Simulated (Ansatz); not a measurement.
GaN: geometry relaxation (part 2 of 2)

The same run, continued: GaN (Cmc2₁, 4 atoms in the cell); DFT PBEsol, scalar-relativistic, plane waves, PAW, no spin polarisation (Ansatz 0.2.0); cutoff 420 eV, 10×6×10 k-mesh, Gaussian smearing of 0.02 eV. The structure derives from an entry of the Crystallography Open Database.

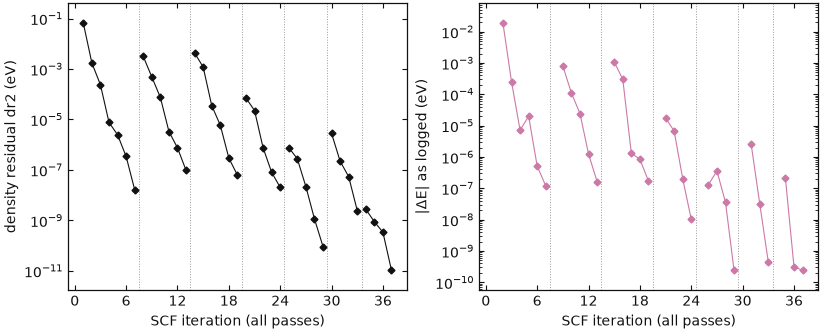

Figure 1. Convergence of the self-consistent field: density residual dr2 and size of the energy change against the SCF iteration. The dotted lines part the SCF passes of the relaxation: geometry steps, rejected trials and re-solves on a re-selected basis. The 7 passes take 4 to 7 iterations each, 37 in all.

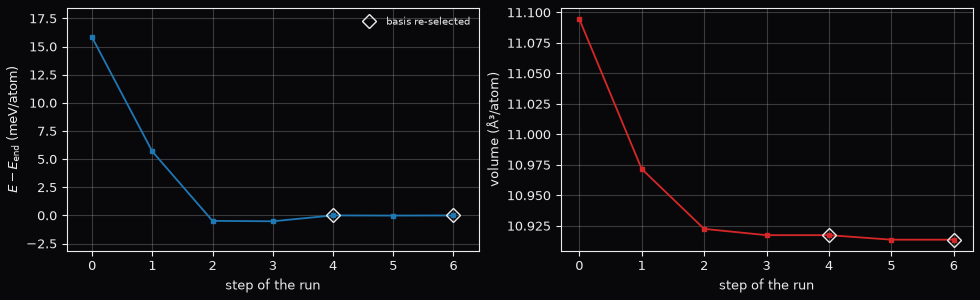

Figure 2. Progress of the relaxation, step by step (the first geometry is step 0 here and step 1 in the log).

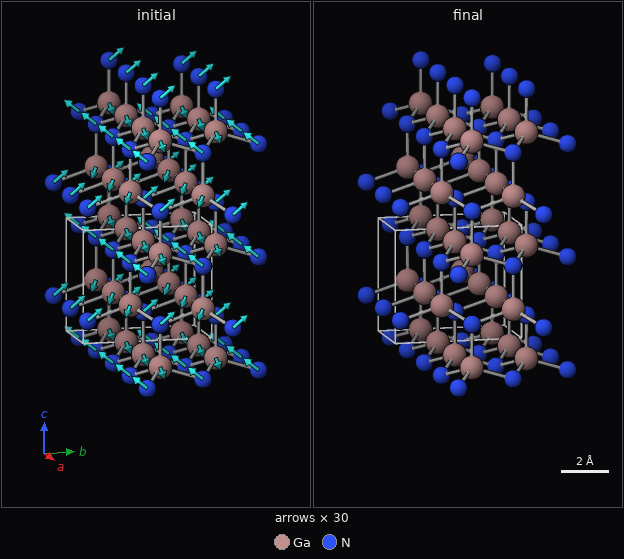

Figure 3. Before (left) and after (right) the relaxation, at one scale (ball-and-stick view of the cell 2 times as large as that of the calculation, set on its symmetry axes, repeated 3 × 1 × 2, with bonded neighbours outside it, seen slightly off an axis). The teal arrows give the displacements (without the part carried along by the change of the cell), magnified 30 times. After 4 geometry steps the energy has fallen by 15.8 meV per atom. Largest force component: 0.63 eV/Å at the start, 0.00027 eV/Å at the end. The pressure goes from 5.97 to 8.32 GPa. The basis was re-selected once at an unchanged geometry, which shifts the energy a little without any move. The largest moves relative to the cell, 0.031 Å, are those of N3 and N4. By element the largest moves are N 0.031 Å, Ga 0.021 Å. The volume changes by −1.6 %, with a stays at 3.114 Å, b 5.720 → 5.627 Å (−1.6 %), c stays at 4.983 Å. Distances before and after: Ga1–N4 2.003 → 1.932 Å, Ga1–N3 1.877 → 1.916 Å. The space group stays Cmc2_1 (No. 36). The energy change given includes the shifts at the re-selections in mid-walk, which come without any move. A last SCF at the same geometry on a re-selected plane-wave basis shifts the energy by +0.0 meV per atom. (Atoms are counted from 1 in the order of the input.)

```
basis re-selected at this cell: Δ(F+E_penalty+E_count) = +4.617e-5 eV, ΔP = -0.001 GPa vs the last step (what re-selecting the basis moved, of the pressure what is left beyond the Pulay correction that the steps carried, after the strain that the cell walked since its last selection, with what the two solves' SCF thresholds leave and, on support functions, any second-order correction that the steps lacked; it is no measure of the basis error at this ecutwfc). This SCF's stress stands 1.03e-2 GPa from its target on what of the cell is left free (relax.cell.stress_tol is 1.00e-1 GPa) and its largest allowed force component is 2.70e-4 eV/Å (relax.f_tol is 1.00e-2 eV/Å): within both
SCF converged after 4 iterations
Free energy (F): -8245.580815 eV
Harris-Foulkes:  -8245.580815 eV  (|F-HF|=3.64e-12)
Internal energy: -8245.580815 eV  (E = F + TS)
E sigma→0 (E₀):  -8245.580815 eV
Fermi energy:    11.402866 eV
--- Per-component energies (eV) ---
  E_band       = 7.329685
  E_kinetic    = 497.072132
  E_local      = -3833.745653  (includes V_loc(G=0)·N_el)
  E_nonlocal   = 951.486073
  E_hartree    = 1767.996226
  E_xc         = -256.717998
  E_vxc        = -269.469510  (∫ρ·V_xc dr)
  E_paw        = -4151.995430  (= ΣΔE_a)
  E_vpaw       = -874.005853  (= ΣTr[D̂ρ^β])
  E_aug_tail   = 0.000018  (compensation charges beyond the density's cutoff)
  E_ewald      = -3221.458336
  E_core_change = 1.782153  (= ΣΔE_core)
  E_smearing   = -0.000000  (= −TS)
  E_closure    = -0.000000  (closes the sum)
  Σ components = -8245.580815   (vs F -8245.580815, Δ=0.00e0)
--- Forces (eV/Å), atoms counted from 1 ---
  atom   1  Ga    -0.00000000     0.00026975     0.00003833
  atom   2  Ga     0.00000000     0.00026975    -0.00003833
  atom   3  N      0.00000000    -0.00027050    -0.00003084
  atom   4  N     -0.00000000    -0.00027050     0.00003084
  max |Σ_I F_I| component: 1.51e-6 eV/Å
--- Stress (GPa, compression-positive) ---
        9.419813      -0.000000       0.000000
       -0.000000      15.545651       0.000000
        0.000000       0.000000      -0.010251
  P = ⅓ Tr σ = 8.3184 GPa (83.184 kbar)
--- Band table (eV; the first three rows and the last of 124) ---
  k-point 0: bands = ["-6.1040", "-5.0196", "-3.2700", "-3.2530", "-3.2338", "-3.1917", "-3.1629", "-2.9745", "-2.9731", "-2.8534", "-2.8416", "-1.4040", "3.0106", "8.7666", "9.1926", "10.0605", "10.3248", "10.3696", "12.4361", "14.2386", "19.6959", "19.9424"]
  k-point 1: bands = ["-6.0035", "-4.9939", "-3.2607", "-3.2260", "-3.2201", "-3.1756", "-3.1435", "-2.9825", "-2.9737", "-2.8607", "-2.8504", "-1.3437", "3.1512", "8.0139", "8.9842", "9.2706", "10.2382", "10.2489", "13.1770", "14.9106", "19.0394", "19.7490"]
  k-point 2: bands = ["-5.7361", "-4.9347", "-3.2291", "-3.1902", "-3.1414", "-3.1132", "-3.0922", "-3.0026", "-2.9670", "-2.8984", "-2.8436", "-1.1856", "3.5460", "6.5029", "7.8958", "8.5044", "9.8362", "10.0257", "14.3499", "16.0687", "18.0692", "19.1031"]
  k-point 123: bands = ["-4.8605", "-4.8605", "-3.1623", "-3.1623", "-3.0844", "-3.0844", "-2.9921", "-2.9921", "-2.8703", "-2.8703", "-1.4652", "-1.4652", "3.9791", "3.9791", "6.6527", "6.6527", "8.7584", "8.7584", "16.1134", "16.1134", "18.3423", "18.3423"]
--- Relaxed structure (5 steps of the walk, 5 accepted, 2 SCFs on fresh bases) ---
  F+E_penalty+E_count = -8245.58081457 eV   max|allowed force component| = 2.701e-4 eV/Å   (the final SCF, on the basis selected at the relaxed cell)
  cell:  # Å, volume = 43.6547 Å³
    - [3.1138126617, 6.043866661873577e-27, 2.7219155646290812e-11]
    - [9.495163654754286e-27, 4.9833864624, 2.0307848539719406e-17]
    - [1.5569063308254079, 1.1654590430210538e-17, 2.813289262175794]
  atoms:
    - { symbol: Ga, position: [0.3346705952822434, 0.004710512542990608, 0.3306588094355133] }
    - { symbol: Ga, position: [0.6653294047177569, 0.5047105125429908, 0.6693411905644865] }
    - { symbol: N, position: [0.3375875524438962, 0.6202894874570093, 0.32482489511220775] }
    - { symbol: N, position: [0.662412447556104, 0.12028948745700942, 0.6751751048877921] }
```

Trajectory as extended XYZ (Å, eV, eV/Å), 7 frames, from step=1 to step=7
```
4
Lattice="3.1138 0.0000 0.0000 0.0000 4.9834 0.0000 1.5569 0.0000 2.8599" Properties=species:S:1:pos:R:3:forces:R:3 step=1 energy=-8245.51752 pressure_GPa=5.97
Ga    1.5569    0.0040    0.9533    0.0000   0.6284  -0.4087
Ga    3.1138    2.4957    1.9066    0.0000   0.6284   0.4087
N     1.5569    3.1106    0.9533    0.0000  -0.6284  -0.4952
N     3.1138    0.6189    1.9066    0.0000  -0.6284   0.4952
4
Lattice="3.1138 0.0000 0.0000 0.0000 4.9834 0.0000 1.5569 0.0000 2.8282" Properties=species:S:1:pos:R:3:forces:R:3 step=2 energy=-8245.55808 pressure_GPa=7.86
Ga    1.5569    0.0088    0.9475    0.0000   0.4339  -0.3182
Ga    3.1138    2.5005    1.8808    0.0000   0.4339   0.3182
N     1.5569    3.1058    0.9304    0.0000  -0.4339  -0.3364
N     3.1138    0.6141    1.8979    0.0000  -0.4339   0.3364
4
Lattice="3.1138 0.0000 0.0000 0.0000 4.9834 0.0000 1.5569 0.0000 2.8156" Properties=species:S:1:pos:R:3:forces:R:3 step=3 energy=-8245.58274 pressure_GPa=8.18
Ga    1.5569    0.0237    0.9330    0.0000  -0.0001   0.0090
Ga    3.1138    2.5154    1.8826    0.0000  -0.0001  -0.0090
N     1.5569    3.0910    0.9109    0.0000   0.0002   0.0265
N     3.1138    0.5993    1.9047    0.0000   0.0002  -0.0265
4
Lattice="3.1138 0.0000 0.0000 0.0000 4.9834 0.0000 1.5569 0.0000 2.8142" Properties=species:S:1:pos:R:3:forces:R:3 step=4 energy=-8245.58289 pressure_GPa=8.30
Ga    1.5569    0.0236    0.9304    0.0000  -0.0002   0.0002
Ga    3.1138    2.5153    1.8839    0.0000  -0.0002  -0.0002
N     1.5569    3.0911    0.9141    0.0000   0.0002  -0.0007
N     3.1138    0.5994    1.9001    0.0000   0.0002   0.0007
4
Lattice="3.1138 0.0000 0.0000 0.0000 4.9834 0.0000 1.5569 0.0000 2.8142" Properties=species:S:1:pos:R:3:forces:R:3 step=5 energy=-8245.58080 pressure_GPa=8.24
Ga    1.5569    0.0236    0.9304    0.0000   0.0001  -0.0001
Ga    3.1138    2.5153    1.8839    0.0000   0.0001   0.0001
N     1.5569    3.0911    0.9141    0.0000  -0.0001  -0.0010
N     3.1138    0.5994    1.9001    0.0000  -0.0001   0.0010
4
Lattice="3.1138 0.0000 0.0000 0.0000 4.9834 0.0000 1.5569 0.0000 2.8133" Properties=species:S:1:pos:R:3:forces:R:3 step=6 energy=-8245.58086 pressure_GPa=8.32
Ga    1.5569    0.0235    0.9302    0.0000   0.0003   0.0000
Ga    3.1138    2.5152    1.8830    0.0000   0.0003   0.0000
N     1.5569    3.0911    0.9138    0.0000  -0.0003   0.0000
N     3.1138    0.5994    1.8995    0.0000  -0.0003   0.0000
4
Lattice="3.1138 0.0000 0.0000 0.0000 4.9834 0.0000 1.5569 0.0000 2.8133" Properties=species:S:1:pos:R:3:forces:R:3 step=7 energy=-8245.58081 pressure_GPa=8.32
Ga    1.5569    0.0235    0.9302    0.0000   0.0003   0.0000
Ga    3.1138    2.5152    1.8830    0.0000   0.0003   0.0000
N     1.5569    3.0911    0.9138    0.0000  -0.0003   0.0000
N     3.1138    0.5994    1.8995    0.0000  -0.0003   0.0000
```

The run was set up as follows.

The input
```yaml
crystal:
  lattice:
    - [3.1138126617, 0.0, 0.0]
    - [0.0, 4.9833864624, 0.0]
    - [1.5569063308, 0.0, 2.8599449147]
  atoms:
    - { symbol: Ga, position: [0.3333333333, 0.000805893, 0.3333333333] }
    - { symbol: Ga, position: [0.6666666667, 0.500805893, 0.6666666667] }
    - { symbol: "N", position: [0.3333333333, 0.624194107, 0.3333333333] }
    - { symbol: "N", position: [0.6666666667, 0.124194107, 0.6666666667] }
basis:
  ecutwfc: 420
kpoints:
  mp_grid: { grid: [10, 6, 10] }
hamiltonian:
  xc: pbesol
scf:
  occupations: { method: gaussian, width: 0.02 }
output:
  forces: true
  stress: true
  eigenvalues: true
relax:
  adjacent_minimum: "off"
  f_tol: 0.01
  max_steps: 50
  cell: { fix: [a, b, gamma], stress_tol: 0.1 }
```

Run as:
```bash
ansatz run input.yaml --threads 4 --pin off --max-ram 10240MiB --backend cpu --events-out ev --progress --plain --runs-dir out
```

Results in brief

| quantity | value |
| --- | --- |
| outcome | converged |
| space group (tolerance 0.01 Å) | Cmc2₁ (36) |
| electrons treated | 36 |
| free energy | −8245.5808 eV |
| Fermi energy | 11.403 eV |
| gap on the k-point mesh | 2.07 eV |
| pressure | 8.32 GPa |
| final volume | 43.65 Å³ |
| largest force (length of the vector) at the end | under 0.001 eV/Å |
| final cell | a = 3.114 Å, b = 4.983 Å, c = 3.215 Å, α = 90.00°, β = 61.04°, γ = 90.00° |
| hardware | 4 threads of Intel Xeon @ 2.50GHz (Skylake/Cascade Lake), 192 GiB of memory available, shared host |
| wall time | 23 s (CPU time 86 s) |
| peak memory | 0.55 GiB |
